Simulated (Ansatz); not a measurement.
FeGe: several calculations on one system

**1. Relaxation**

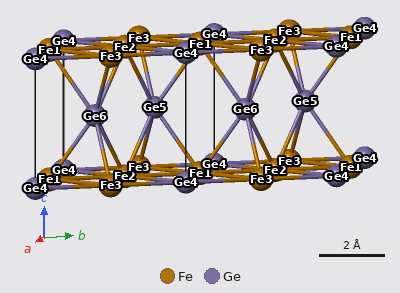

This is the input geometry for a relaxation of a crystal of FeGe (built on the FeGe-type type). A ball-and-stick model of the cell of the calculation, repeated 1 × 2 × 1 with one cell outlined, seen slightly off an axis.

Level of theory: Ansatz 0.2.0, DFT r2SCAN, scalar-relativistic, plane waves, PAW.

Input file:
```yaml
crystal:
  lattice:
    - [4.9613118913, 0.0, 0.0]
    - [-2.4806559456, 4.2966221339, 0.0]
    - [0.0, 0.0, 4.0417859047]
  atoms:
    - { symbol: Fe, position: [0.5, 0.0, 0.0], spin: 2.5 }
    - { symbol: Fe, position: [0.5, 0.5, 0.0], spin: 2.5 }
    - { symbol: Fe, position: [0.0, 0.5, 0.0], spin: 2.5 }
    - { symbol: Ge, position: [0.0, 0.0, 0.0] }
    - { symbol: Ge, position: [0.3333333333, 0.6666666667, 0.5] }
    - { symbol: Ge, position: [0.6666666667, 0.3333333333, 0.5] }
basis:
  ecutwfc: 500
  ecutrho_ratio: 4
kpoints:
  mp_grid: { grid: [8, 8, 8] }
hamiltonian:
  xc: r2scan
scf:
  occupations: { method: gaussian, width: 0.05 }
output:
  forces: true
  stress: true
  eigenvalues: true
  populations: true
magnetization:
  spin_polarized: true
relax:
  f_tol: 0.02
  max_steps: 40
  cell: { stress_tol: 0.2, fix: [volume] }
```

Launched with:
```bash
ansatz run input.yaml --threads 4 --pin off --max-ram 7168MiB --backend cpu --events-out ev --progress --plain --runs-dir out
```

**What does the optimiser find from here?**

Over 2 accepted moves (3 points after the start) the energy falls by 0.5 meV per atom. All forces vanish by symmetry, so only the cell relaxes. The pressure goes from 3.62 to 3.75 GPa. The SCF was repeated once at an unchanged geometry on a basis and grid sized afresh for the cell, which shifted the energy by less than 0.05 meV per atom at most. No atom moves by more than 0.005 Å relative to the cell. The drawn cell changes at constant volume: a = b 4.961 → 4.948 Å (−0.3 %), c 4.042 → 4.064 Å (+0.6 %). Near-neighbour distances that change, for instance: Fe1–Ge5 2.477 → 2.484 Å, Fe1–Fe2 2.481 → 2.474 Å, Fe1–Ge4 2.481 → 2.474 Å. The space group stays P6/mmm (No. 191).

**2. Relaxation**

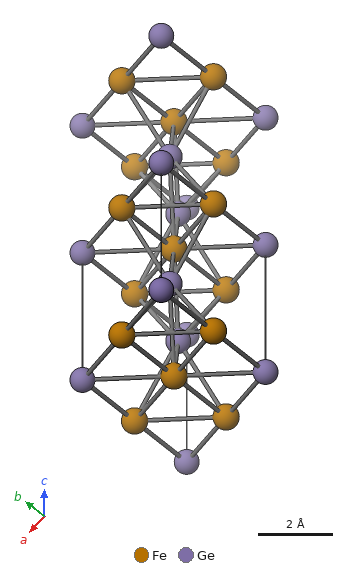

Starting structure of a crystal of FeGe (built on the FeGe-type type) (coarse preliminary run). The picture is a ball-and-stick view of the cell of the calculation, repeated 1 × 1 × 2 with one cell outlined, seen from a free direction.

Theory: DFT PBE, scalar-relativistic, plane waves, PAW (Ansatz).

Input file:
```yaml
crystal:
  lattice:
    - [4.9976023358, 0.0, 0.0]
    - [-2.4988011679, 4.3280505808, 0.0]
    - [0.0, 0.0, 4.11576135]
  atoms:
    - { symbol: Fe, position: [0.5, 0.0, 0.0], spin: 2.5 }
    - { symbol: Fe, position: [0.5, 0.5, 0.0], spin: 2.5 }
    - { symbol: Fe, position: [0.0, 0.5, 0.0], spin: 2.5 }
    - { symbol: Ge, position: [0.0, 0.0, 0.0] }
    - { symbol: Ge, position: [0.3333333333, 0.6666666667, 0.5] }
    - { symbol: Ge, position: [0.6666666667, 0.3333333333, 0.5] }
basis:
  ecutwfc: 420
  ecutrho_ratio: 4
kpoints:
  mp_grid: { grid: [6, 6, 6] }
hamiltonian:
  xc: pbe
scf:
  occupations: { method: gaussian, width: 0.05 }
output:
  forces: true
  stress: true
  eigenvalues: true
  populations: true
magnetization:
  spin_polarized: true
relax:
  f_tol: 0.03
  max_steps: 60
  cell: { stress_tol: 0.3 }
```

Run as
```bash
ansatz run input.yaml --threads 4 --pin off --max-ram 7168MiB --backend cpu --events-out ev --progress --plain --runs-dir out
```

Predict the outcome.

After 2 accepted moves (3 points after the start) the energy has fallen by 42.2 meV per cell of the calculation. All forces vanish by symmetry, so only the cell relaxes. Pressure: −4.30 GPa at the start and 0.03 GPa at the end. The SCF was repeated once at an unchanged geometry on a basis and grid sized afresh for the cell, which shifted the energy by 1.1 meV per cell of the calculation at most. No atom moves by more than 0.005 Å relative to the cell. The drawn cell changes as follows: a = b 4.998 → 4.961 Å (−0.7 %), c 4.116 → 4.042 Å (−1.8 %); the volume changes by −3.2 %. Near-neighbour distances that change, for instance: Fe1–Ge5 2.513 → 2.477 Å, Fe1–Fe2 2.499 → 2.481 Å, Fe1–Ge4 2.499 → 2.481 Å. The space group stays P6/mmm (No. 191).

After the run, drawn alike:

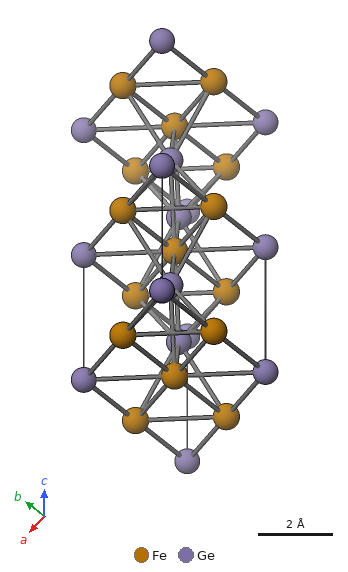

**3. A change**

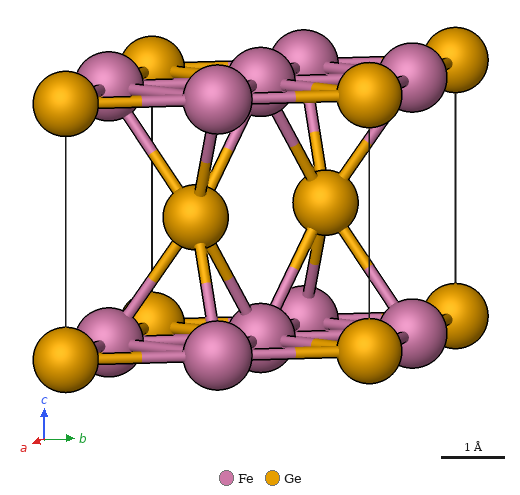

This is solid FeGe (built on the FeGe-type type). Style: ball-and-stick. Shown: the cell of the calculation, slightly off an axis.

These are results of DFT r2SCAN, scalar-relativistic, plane waves, PAW (Ansatz), not measurements. Set-up: plane-wave cutoff 500 eV; k-point mesh 8 × 8 × 8; occupations gaussian; smearing width 0.05 eV; collinear spin.

Now this is done to it. The cell is strained by +0.5 % along [1 2 −2], −0.5 % along [1 2 2], none along the third axis (volume 0.0 %), the atoms keeping their fractional coordinates. No relaxation follows.

**Predict the response.**

The energy changes by less than 1 meV per atom. The pressure goes from 0.0 to 0.1 GPa. The principal stresses (compression positive) are 0.5 GPa along [1 2 2], −0.4 GPa along [1 2 −2], none along the third axis. The forces stay under 0.01 eV/Å. The absolute magnetisation stays at 7.94 μB per cell. Among the bonded contacts that change: Fe–Ge 2.512 → 2.501 to 2.524 Å. The space group (tolerance 0.01 Å) goes from P6/mmm (No. 191) to C2/m (No. 12).
